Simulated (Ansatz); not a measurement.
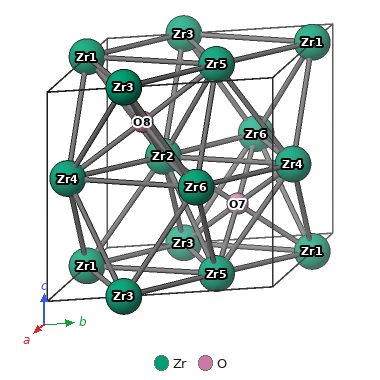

The system is Zr3O (P6_322, No. 182; 8 atoms in the cell); the picture shows the reference structure. 
- The energy is mapped over a free internal coordinate and the cell.
- The first coordinate is: shift of Zr1 along [1 0 0] of the conventional cell, Cartesian (1 0 0), its symmetry partners moved as symmetry demands (measured in the relaxed cell); the second: c/a of the conventional cell at fixed volume.
- Nothing is relaxed (all other coordinates fixed).
- The scan uses a 9 × 9 grid.
- Points are written as (first, second).
- All energies are given in meV/atom relative to the lowest grid point.
- These are results of Ansatz, DFT PBEsol, scalar-relativistic, plane waves, PAW, not measurements. Settings: cutoff 520 eV, k-mesh 9×9×8 in the order of the run's cell vectors, gaussian smearing 0.15 eV, no spin polarisation.

Its coordinates:

```yaml
crystal:
  lattice:
    - [5.58429, 0.00000, 0.00000]
    - [-2.79214, 4.83613, 0.00000]
    - [0.00000, 0.00000, 5.15575]
  atoms:
    - { symbol: Zr, position: [0.33947, 0.00000, 0.00000] }
    - { symbol: Zr, position: [0.33947, 0.33947, 0.50000] }
    - { symbol: Zr, position: [0.00000, 0.33947, 0.00000] }
    - { symbol: Zr, position: [0.66053, 0.00000, 0.50000] }
    - { symbol: Zr, position: [0.66053, 0.66053, 0.00000] }
    - { symbol: Zr, position: [0.00000, 0.66053, 0.50000] }
    - { symbol: O, position: [0.33333, 0.66667, 0.25000] }
    - { symbol: O, position: [0.66667, 0.33333, 0.75000] }
```

Range: shift of Zr1 along [1 0 0] of the conventional cell, Cartesian (1 0 0), its symmetry partners moved as symmetry demands (measured in the relaxed cell) from −0.150 to 0.150 Å; c/a of the conventional cell at fixed volume from 0.803 to 1.043.

Q: Predict the map.

A: The lowest grid point is at (0.000 Å, 0.923). It is the only kind of minimum in the scanned range. The highest grid point, (−0.150 Å, 0.803), lies 262 meV/atom above the lowest. Round the minimum the two coordinates are weakly coupled (coupling 0.08 in units of the two stiffnesses).

```csv
"second ↓, first →",−0.150,−0.113,−0.075,−0.037,0.000,0.037,0.075,0.113,0.150
1.043,189,132,93,70,64,71,91,120,159
1.013,165,108,68,45,39,47,66,96,135
0.983,147,89,48,25,19,27,47,78,116
0.953,137,78,36,12,5,13,34,65,104
0.923,136,76,34,8,0,7,28,59,99
0.893,147,86,42,16,6,12,32,63,104
0.863,170,109,64,37,26,31,50,81,123
0.833,208,147,102,73,61,64,83,114,156
0.803,262,201,156,126,113,115,133,164,207
```

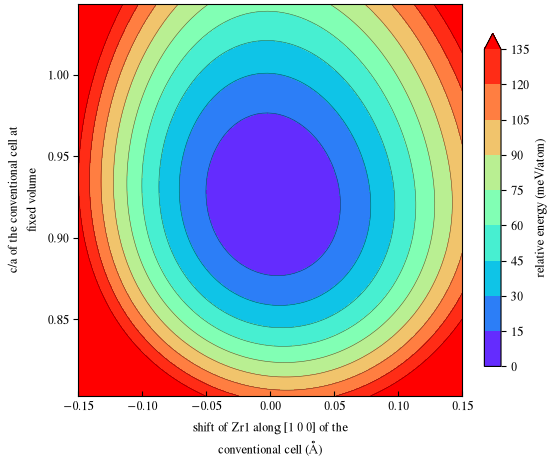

The picture shows filled contours, one colour for all values above the top of the scale. Between grid points the surface is interpolated.

Each point was launched as `ansatz run input.yaml --threads 4 --pin off --max-ram 8192MiB --backend cpu --events-out ev --progress --plain --runs-dir out`. Time for the 81 points that were run: 15 min on 4 threads of Intel(R) Xeon(R) Platinum 8375C CPU @ 2.90GHz (Ice Lake) (shared host).

PAW datasets: the set soft_1.
